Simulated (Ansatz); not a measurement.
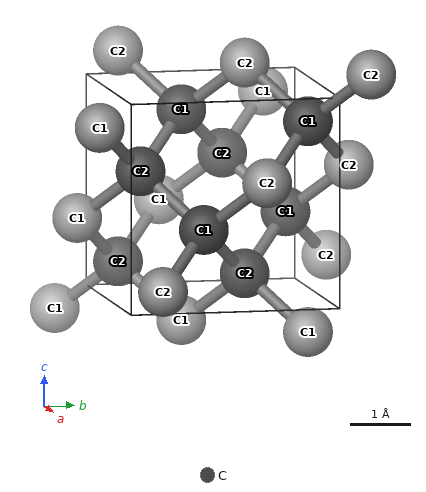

The structure as given in the input (ball-and-stick view of the cell 4 times as large as that of the calculation, set on its symmetry axes, seen slightly off an axis; neighbours outside the cell are drawn fainter; atoms are numbered from 1 in the order of the input). An atom can appear more than once, as a periodic image.

Geometry relaxation of C (part 1 of 2)

System: C (Fd-3m, 2 atoms in the cell).
Method: DFT, PBEsol, PAW with Ansatz's default frozen-core files, scalar-relativistic, no spin polarisation (Ansatz 0.2.0).

The structure was built on a prototype by a generator; it need not be a known phase. It belongs to a series of runs on one base structure; here: bulk cell relaxed. Figures and captions count atoms from 1; the log counts them from 0 in places.

### The program's output
```
Engine: ansatz 0.2.0, aarch64-unknown-linux-gnu
Pseudopotentials: kind: paw
Pseudopotential: C, paw, valence charge 4, recommended cutoff 420 eV (normal), C.paw.azcp
Functional definition: PBEsol
  exchange = pbesol_x
  correlation = pbesol_c
Crystal: 2 atoms, lattice volume = 11.400 Å³
Basis set: ecut = 420 eV, 229 PW (Γ), exchange–correlation on 36×36×36 points (8 copies of the dense FFT grid, shifted against one another)
Bands: 8, of which v1, the nominal top of the filled ones, is band 4 counted from 1 (3 counted from 0)
Symmetry: 48 space group operations
Space group: Fd-3m (ITA 227), of the structure as read, at distance tolerance 2.3e-5 Å
k-points: 145 of 4096
Non-local potential: C, projectors of the file, l = 0: 2, l = 1: 2, l = 2: 1
PAW form: soft (Blöchl's): semilocal exchange-correlation on the pseudo side does not see the compensation charge
PAW frozen core: C, regenerated for the run's functional, and the local potential with it (the file was generated under x = pbe(κ = 0.804, μ = 0.2195149727645171), c = pbe(β = 0.06672455060314922))
PAW one-centre angular grid: C, 110 points (default); XC on 64 Gauss nodes
Initial density: superposition of atomic densities (neutral atoms: chi_scale 0, normalization atom), corrected by the library's trained network
Initial wavefunctions: pseudopotential atomic-orbital guess
Functional: x = pbesol(κ = 0.804, μ = 0.12345679012345678), c = pbesol(β = 0.046)
SCF iter   1: F=—  HF=-493.332693 eV  |F-HF|=—  |Δ(HF+E_count)|=         —  Δρ=5.15e-3  dr2=2.51e-3  ethr=1.77e-3  ⟨swp⟩=5.1  Hψ=7577  notcnv=0
preconditioner: auto → none  [insulator: Δε(μ)=3.974 eV  Ē_g=19.508 eV  σ=0.020 eV  W_gap=1.00  n_scr=0 (ndim 8)  ℏωp=31.1 eV  f_vac=0.000  D(μ)=0.00/eV (n_scr^D=0)  ε∞_Penn≈3.5]
SCF iter   2: F=—  HF=-493.332056 eV  |F-HF|=—  |Δ(HF+E_count)|=   6.37e-4  Δρ=2.07e-3  dr2=4.02e-4  ethr=3.13e-5  ⟨swp⟩=2.1  Hψ=2887  notcnv=0
SCF iter   3: F=—  HF=-493.331988 eV  |F-HF|=—  |Δ(HF+E_count)|=   6.86e-5  Δρ=2.00e-4  dr2=2.21e-6  ethr=5.03e-6  ⟨swp⟩=2.0  Hψ=1741  notcnv=0
SCF iter   4: F=—  HF=-493.331991 eV  |F-HF|=—  |Δ(HF+E_count)|=   3.15e-6  Δρ=3.02e-5  dr2=6.57e-8  ethr=2.76e-8  ⟨swp⟩=2.0  Hψ=1740  notcnv=0
iter 5 did not close the SCF: its close was put off for the readings that it lacked (scf_convergence_deferred on its scf_iter line)
SCF iter   5: F=-493.331991 eV  HF=-493.331991 eV  |F-HF|=1.53e-10  |Δ(HF+E_count)|=   2.49e-8  Δρ=3.81e-6  dr2=6.05e-10  ethr=8.22e-10  ⟨swp⟩=2.0  Hψ=1745  notcnv=0
SCF iter   6: F=-493.331991 eV  HF=-493.331991 eV  |F-HF|=1.71e-13  |Δ(HF+E_count)|=  1.02e-10  Δρ=3.95e-8  dr2=3.95e-14  ethr=7.56e-12  ⟨swp⟩=1.1  Hψ=3446  notcnv=0
SCF 1 converged in 6 iterations: F = -493.331991 eV  dr2 = 3.95e-14
  greatest PAW one-centre occupation: 0.641 electrons in one spin orbital (limit 2), on the C atom at site 1 (counted from 0), in its partial waves of l = 0
relax step   1: F+E_penalty+E_count = -493.33199065 eV  Δ(F+E_penalty+E_count) = +0.000e0 eV  max|allowed force component| = 1.793e-17 eV/Å  Δτ_max = 0.0000 Å  P = -6.928 GPa  Ω = 11.400 Å³  (6 SCF iters, dr2 threshold 1.00e-7 eV, accepted)
Crystal: 2 atoms, lattice volume = 11.291 Å³
Initial density: handed on by an earlier stage of this run
Initial wavefunctions: those handed on with the density
iter 1 solved again at ethr=7.71e-6 eV; its pass at ethr=3.10e-3 eV (dr2=6.17e-4 eV) is discarded
SCF iter   1: F=—  HF=-493.336209 eV  |F-HF|=—  |Δ(HF+E_count)|=         —  Δρ=2.51e-3  dr2=6.07e-4  ethr=7.71e-6  ⟨swp⟩=1.0  Hψ=8462  notcnv=0
preconditioner: auto → none  [insulator: Δε(μ)=4.034 eV  Ē_g=19.648 eV  σ=0.020 eV  W_gap=1.00  n_scr=0 (ndim 8)  ℏωp=31.3 eV  f_vac=0.000  D(μ)=0.00/eV (n_scr^D=0)  ε∞_Penn≈3.5]
SCF iter   2: F=—  HF=-493.336015 eV  |F-HF|=—  |Δ(HF+E_count)|=   1.94e-4  Δρ=1.00e-3  dr2=1.01e-4  ethr=7.58e-6  ⟨swp⟩=1.6  Hψ=1382  notcnv=0
SCF iter   3: F=—  HF=-493.335983 eV  |F-HF|=—  |Δ(HF+E_count)|=   3.18e-5  Δρ=6.95e-5  dr2=2.18e-7  ethr=1.26e-6  ⟨swp⟩=2.2  Hψ=1746  notcnv=0
iter 4 did not close the SCF: its close was put off for the readings that it lacked (scf_convergence_deferred on its scf_iter line)
SCF iter   4: F=-493.335983 eV  HF=-493.335983 eV  |F-HF|=1.58e-10  |Δ(HF+E_count)|=   2.53e-7  Δρ=3.70e-6  dr2=9.13e-10  ethr=2.72e-9  ⟨swp⟩=2.1  Hψ=1753  notcnv=0
iter 5 did not close the SCF: its close was put off for the readings that it lacked (scf_convergence_deferred on its scf_iter line)
SCF iter   5: F=-493.335983 eV  HF=-493.335983 eV  |F-HF|=2.50e-12  |Δ(HF+E_count)|=  2.30e-10  Δρ=3.51e-7  dr2=3.57e-12  ethr=1.14e-11  ⟨swp⟩=2.0  Hψ=1638  notcnv=0
SCF iter   6: F=-493.335983 eV  HF=-493.335983 eV  |F-HF|=5.68e-14  |Δ(HF+E_count)|=  3.01e-12  Δρ=1.11e-8  dr2=2.38e-15  ethr=1.00e-12  ⟨swp⟩=1.0  Hψ=2900  notcnv=0
SCF 2 converged in 6 iterations: F = -493.335983 eV  dr2 = 2.38e-15
  greatest PAW one-centre occupation: 0.642 electrons in one spin orbital (limit 2), on the C atom at site 1 (counted from 0), in its partial waves of l = 0
relax step   2: F+E_penalty+E_count = -493.33598326 eV  Δ(F+E_penalty+E_count) = -3.993e-3 eV  max|allowed force component| = 1.758e-16 eV/Å  Δτ_max = 0.0000 Å  P = -2.667 GPa  Ω = 11.291 Å³  energy of the carried Pulay correction = +7.109e-4 eV  (6 SCF iters, dr2 threshold 2.00e-7 eV, accepted)
Crystal: 2 atoms, lattice volume = 11.223 Å³
iter 1 solved again at ethr=3.01e-6 eV; its pass at ethr=3.10e-3 eV (dr2=2.41e-4 eV) is discarded
SCF iter   1: F=—  HF=-493.337065 eV  |F-HF|=—  |Δ(HF+E_count)|=         —  Δρ=1.58e-3  dr2=2.37e-4  ethr=3.01e-6  ⟨swp⟩=1.0  Hψ=8191  notcnv=0
preconditioner: auto → none  [insulator: Δε(μ)=4.043 eV  Ē_g=19.736 eV  σ=0.020 eV  W_gap=1.00  n_scr=0 (ndim 8)  ℏωp=31.4 eV  f_vac=0.000  D(μ)=0.00/eV (n_scr^D=0)  ε∞_Penn≈3.5]
SCF iter   2: F=—  HF=-493.336990 eV  |F-HF|=—  |Δ(HF+E_count)|=   7.52e-5  Δρ=6.27e-4  dr2=3.92e-5  ethr=2.96e-6  ⟨swp⟩=1.6  Hψ=1368  notcnv=0
SCF iter   3: F=—  HF=-493.336977 eV  |F-HF|=—  |Δ(HF+E_count)|=   1.27e-5  Δρ=4.37e-5  dr2=8.73e-8  ethr=4.90e-7  ⟨swp⟩=2.2  Hψ=1747  notcnv=0
iter 4 did not close the SCF: its close was put off for the readings that it lacked (scf_convergence_deferred on its scf_iter line)
SCF iter   4: F=-493.336977 eV  HF=-493.336977 eV  |F-HF|=1.39e-10  |Δ(HF+E_count)|=   9.95e-8  Δρ=2.64e-6  dr2=5.45e-10  ethr=1.09e-9  ⟨swp⟩=2.1  Hψ=1748  notcnv=0
iter 5 did not close the SCF: its close was put off for the readings that it lacked (scf_convergence_deferred on its scf_iter line)
SCF iter   5: F=-493.336977 eV  HF=-493.336977 eV  |F-HF|=1.02e-12  |Δ(HF+E_count)|=  8.41e-11  Δρ=2.23e-7  dr2=1.57e-12  ethr=6.82e-12  ⟨swp⟩=2.0  Hψ=1736  notcnv=0
SCF iter   6: F=-493.336977 eV  HF=-493.336977 eV  |F-HF|=5.68e-14  |Δ(HF+E_count)|=  1.08e-12  Δρ=6.96e-9  dr2=1.08e-15  ethr=1.00e-12  ⟨swp⟩=1.0  Hψ=2900  notcnv=0
SCF 3 converged in 6 iterations: F = -493.336977 eV  dr2 = 1.08e-15
  greatest PAW one-centre occupation: 0.643 electrons in one spin orbital (limit 2), on the C atom at site 1 (counted from 0), in its partial waves of l = 0
relax step   3: F+E_penalty+E_count = -493.33697692 eV  Δ(F+E_penalty+E_count) = -9.937e-4 eV  max|allowed force component| = 6.361e-17 eV/Å  Δτ_max = 0.0000 Å  P = +0.053 GPa  Ω = 11.223 Å³  energy of the carried Pulay correction = +1.153e-3 eV  (6 SCF iters, dr2 threshold 2.00e-7 eV, accepted)
Crystal: 2 atoms, lattice volume = 11.225 Å³
iter 1 solved again at ethr=1.13e-9 eV; its pass at ethr=3.10e-3 eV (dr2=9.03e-8 eV) is discarded
SCF iter   1: F=—  HF=-493.336968 eV  |F-HF|=—  |Δ(HF+E_count)|=         —  Δρ=3.05e-5  dr2=8.89e-8  ethr=1.13e-9  ⟨swp⟩=1.0  Hψ=8191  notcnv=0
preconditioner: auto → none  [insulator: Δε(μ)=4.034 eV  Ē_g=19.734 eV  σ=0.020 eV  W_gap=1.00  n_scr=0 (ndim 8)  ℏωp=31.3 eV  f_vac=0.000  D(μ)=0.00/eV (n_scr^D=0)  ε∞_Penn≈3.5]
SCF iter   2: F=—  HF=-493.336969 eV  |F-HF|=—  |Δ(HF+E_count)|=   4.76e-7  Δρ=1.21e-5  dr2=1.47e-8  ethr=1.11e-9  ⟨swp⟩=1.6  Hψ=1385  notcnv=0
iter 3 did not close the SCF: its close was put off for the readings that it lacked (scf_convergence_deferred on its scf_iter line)
SCF iter   3: F=-493.336969 eV  HF=-493.336969 eV  |F-HF|=3.50e-11  |Δ(HF+E_count)|=   4.64e-9  Δρ=8.41e-7  dr2=3.16e-11  ethr=1.84e-10  ⟨swp⟩=2.2  Hψ=1747  notcnv=0
iter 4 did not close the SCF: its close was put off for the readings that it lacked (scf_convergence_deferred on its scf_iter line)
SCF iter   4: F=-493.336969 eV  HF=-493.336969 eV  |F-HF|=1.14e-13  |Δ(HF+E_count)|=  3.81e-11  Δρ=3.59e-8  dr2=8.18e-14  ethr=1.00e-12  ⟨swp⟩=1.0  Hψ=1160  notcnv=0
iter 5 did not close the SCF: its close was put off for the readings that it lacked (scf_convergence_deferred on its scf_iter line)
SCF iter   5: F=-493.336969 eV  HF=-493.336969 eV  |F-HF|=5.68e-14  |Δ(HF+E_count)|=    0.00e0  Δρ=7.93e-9  dr2=3.09e-15  ethr=1.00e-12  ⟨swp⟩=1.0  Hψ=1160  notcnv=0
iter 6 did not close the SCF: its close was put off for the readings that it lacked (scf_convergence_deferred on its scf_iter line)
SCF iter   6: F=-493.336969 eV  HF=-493.336969 eV  |F-HF|=5.68e-14  |Δ(HF+E_count)|=    0.00e0  Δρ=1.67e-9  dr2=2.41e-16  ethr=1.00e-12  ⟨swp⟩=1.0  Hψ=1160  notcnv=0
SCF iter   7: F=-493.336969 eV  HF=-493.336969 eV  |F-HF|=1.71e-13  |Δ(HF+E_count)|=  1.71e-13  Δρ=2.23e-10  dr2=4.49e-18  ethr=1.00e-12  ⟨swp⟩=1.0  Hψ=2900  notcnv=0
SCF 4 converged in 7 iterations: F = -493.336969 eV  dr2 = 4.49e-18
relax step   4: F+E_penalty+E_count = -493.33696862 eV  Δ(F+E_penalty+E_count) = +8.301e-6 eV  max|allowed force component| = 5.551e-17 eV/Å  Δτ_max = 0.0000 Å  P = -0.000 GPa  Ω = 11.225 Å³  energy of the carried Pulay correction = +1.144e-3 eV  (7 SCF iters, accepted)
Initial wavefunctions: pseudopotential atomic-orbital guess (no wavefunctions were taken with the density)
iter 1 solved again at ethr=2.53e-8 eV; its pass at ethr=3.10e-3 eV (dr2=2.02e-6 eV) is discarded
SCF iter   1: F=—  HF=-493.335887 eV  |F-HF|=—  |Δ(HF+E_count)|=         —  Δρ=1.31e-4  dr2=2.73e-7  ethr=2.53e-8  ⟨swp⟩=3.1  Hψ=11029  notcnv=0
SCF iter   2: F=—  HF=-493.335888 eV  |F-HF|=—  |Δ(HF+E_count)|=   1.27e-6  Δρ=6.47e-5  dr2=6.13e-8  ethr=3.41e-9  ⟨swp⟩=1.0  Hψ=1164  notcnv=0
SCF iter   3: F=—  HF=-493.335888 eV  |F-HF|=—  |Δ(HF+E_count)|=   7.38e-8  Δρ=2.86e-6  dr2=1.32e-10  ethr=7.66e-10  ⟨swp⟩=2.0  Hψ=1740  notcnv=0
iter 4 did not close the SCF: its close was put off for the readings that it lacked (scf_convergence_deferred on its scf_iter line)
SCF iter   4: F=-493.335888 eV  HF=-493.335888 eV  |F-HF|=6.82e-13  |Δ(HF+E_count)|=  2.11e-10  Δρ=1.66e-7  dr2=6.93e-13  ethr=1.66e-12  ⟨swp⟩=2.0  Hψ=1704  notcnv=0
iter 5 did not close the SCF: its close was put off for the readings that it lacked (scf_convergence_deferred on its scf_iter line)
SCF iter   5: F=-493.335888 eV  HF=-493.335888 eV  |F-HF|=5.68e-14  |Δ(HF+E_count)|=  5.12e-13  Δρ=9.69e-9  dr2=6.81e-15  ethr=1.00e-12  ⟨swp⟩=1.0  Hψ=1160  notcnv=0
iter 6 did not close the SCF: its close was put off for the readings that it lacked (scf_convergence_deferred on its scf_iter line)
SCF iter   6: F=-493.335888 eV  HF=-493.335888 eV  |F-HF|=1.14e-13  |Δ(HF+E_count)|=  5.68e-14  Δρ=9.62e-10  dr2=5.41e-17  ethr=1.00e-12  ⟨swp⟩=1.0  Hψ=1160  notcnv=0
iter 7 did not close the SCF: its close was put off for the readings that it lacked (scf_convergence_deferred on its scf_iter line)
SCF iter   7: F=-493.335888 eV  HF=-493.335888 eV  |F-HF|=1.14e-13  |Δ(HF+E_count)|=    0.00e0  Δρ=1.66e-10  dr2=2.64e-18  ethr=1.00e-12  ⟨swp⟩=1.0  Hψ=1160  notcnv=0
SCF iter   8: F=-493.335888 eV  HF=-493.335888 eV  |F-HF|=2.27e-13  |Δ(HF+E_count)|=  3.41e-13  Δρ=2.08e-11  dr2=2.55e-20  ethr=1.00e-12  ⟨swp⟩=1.1  Hψ=2916  notcnv=0
SCF 5 converged in 8 iterations: F = -493.335888 eV  dr2 = 2.55e-20
relax step   5: F+E_penalty+E_count = -493.33588812 eV  Δ(F+E_penalty+E_count) = +1.081e-3 eV  max|allowed force component| = 3.296e-17 eV/Å  Δτ_max = 0.0000 Å  P = -0.161 GPa  Ω = 11.225 Å³  stress off target by 1.61e-1 GPa  SCF on the basis re-selected at this cell (its energy is not comparable with the rows above)  (8 SCF iters)
basis re-selected at this cell: Δ(F+E_penalty+E_count) = +1.081e-3 eV, ΔP = -0.160 GPa vs the last step (what re-selecting the basis moved, of the pressure what is left beyond the Pulay correction that the steps carried, after the strain that the cell walked since its last selection, with what the two solves' SCF thresholds leave and, on support functions, any second-order correction that the steps lacked; it is no measure of the basis error at this ecutwfc). This SCF's stress stands 1.61e-1 GPa from its target on what of the cell is left free (relax.cell.stress_tol is 5.00e-2 GPa) and its largest allowed force component is 3.30e-17 eV/Å (relax.f_tol is 5.00e-3 eV/Å): not within both, so this SCF does not close the relaxation
Crystal: 2 atoms, lattice volume = 11.221 Å³
iter 1 solved again at ethr=1.04e-8 eV; its pass at ethr=3.10e-3 eV (dr2=8.33e-7 eV) is discarded
```
